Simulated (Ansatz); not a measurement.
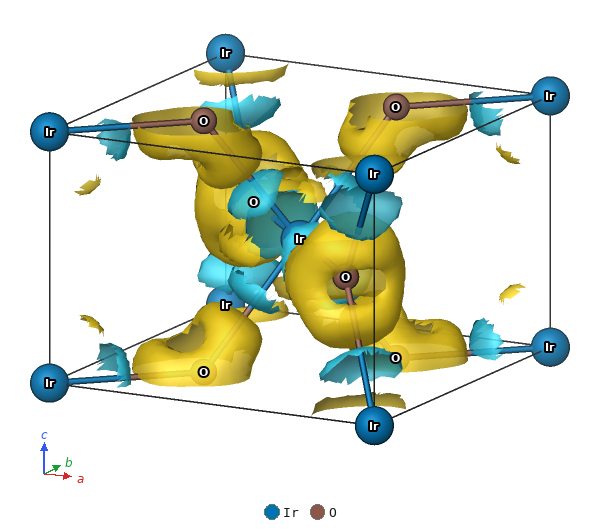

*IrO$_{2}$. Density of the crystal less the sum of free-atom densities: yellow surfaces at +0.08 and cyan ones at −0.08 e/Å³, in the conventional cell seen at an oblique angle (the regions close to the nuclei are left out). Cores are masked to 0.9 Å (Ir) and 0.6 Å (O).*

Space group P4_2/mnm; the calculation finds a residual pressure of about 5 GPa at this fixed cell. It comes out metallic at this level (no spin, no Hubbard term), which in such compounds can be an artefact.

These are results of Ansatz, DFT PBE, scalar-relativistic, plane waves, PAW, not measurements.

In a PAW calculation such maps are meaningful between the atoms, not at the nuclei.

```
CELL_PARAMETERS angstrom
4.50510 0.00000 0.00000
0.00000 4.50510 0.00000
0.00000 0.00000 3.15860
ATOMIC_POSITIONS crystal
Ir 0.00000 0.00000 0.00000
Ir 0.50000 0.50000 0.50000
O 0.30770 0.30770 0.00000
O 0.19230 0.80770 0.50000
O 0.69230 0.69230 0.00000
O 0.80770 0.19230 0.50000
```

**Describe the bonding charge.**

Ir–O (1.96 Å): Δρ is −0.09 e/Å³ at the midpoint (close to a masked core, so read it with care). Ir–Ir (3.16 Å): Δρ is −0.05 e/Å³ at the midpoint. Over the whole cell, outside the masked cores, the largest gain lies at the edge of the masked core of O, and the largest loss lies at the edge of the masked core of Ir. The rearranged charge, half the integral of |Δρ|, is about 0.28 e an atom. Bader charges: Ir +1.76 and O −0.88 e.

**Metal or insulator at this level?**

It is metallic at this level of theory.
